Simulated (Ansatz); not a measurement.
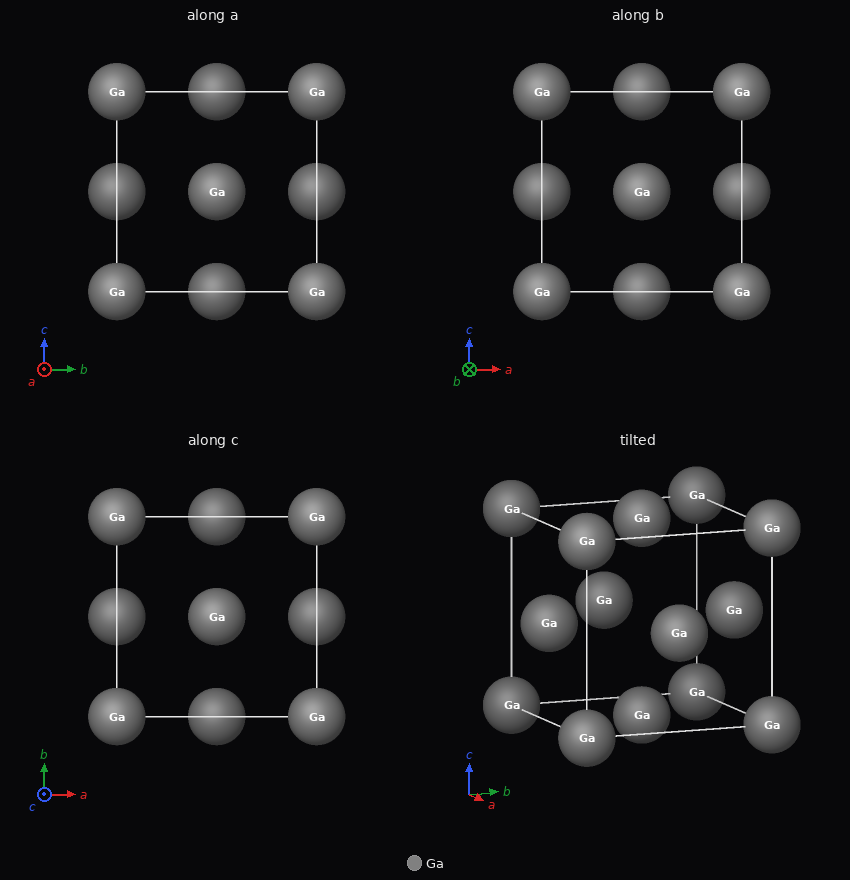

The figure gives a spheres-only picture of the atoms, viewed along the a axis, along the b axis, along the c axis and slightly off an axis. Thin lines show the conventional unit cell, with boundary atoms drawn in all their periodic places.

Lattice parameters: a = 4.2341 Å, b = 4.2341 Å, c = 4.2341 Å, α = 90.000°, β = 90.000°, γ = 90.000°.

### Put the structure into a CIF in P1 with every atom of the cell.

```cif
data_structure
_symmetry_space_group_name_H-M 'P 1'
_symmetry_Int_Tables_number 1
_cell_length_a 4.2341
_cell_length_b 4.2341
_cell_length_c 4.2341
_cell_angle_alpha 90.000
_cell_angle_beta 90.000
_cell_angle_gamma 90.000
_cell_volume 75.91
loop_
_atom_site_label
_atom_site_type_symbol
_atom_site_fract_x
_atom_site_fract_y
_atom_site_fract_z
_atom_site_occupancy
Ga1 Ga 0.0000 0.0000 0.0000 1
Ga2 Ga 0.0000 0.5000 0.5000 1
Ga3 Ga 0.5000 0.0000 0.5000 1
Ga4 Ga 0.5000 0.5000 0.0000 1
```

It goes back to a structure type filled with this element by a generator (whether the element takes this form wasn't checked). Earlier steps of the study may have refined or changed the cell and positions. It was run through Ansatz as a DFT input.
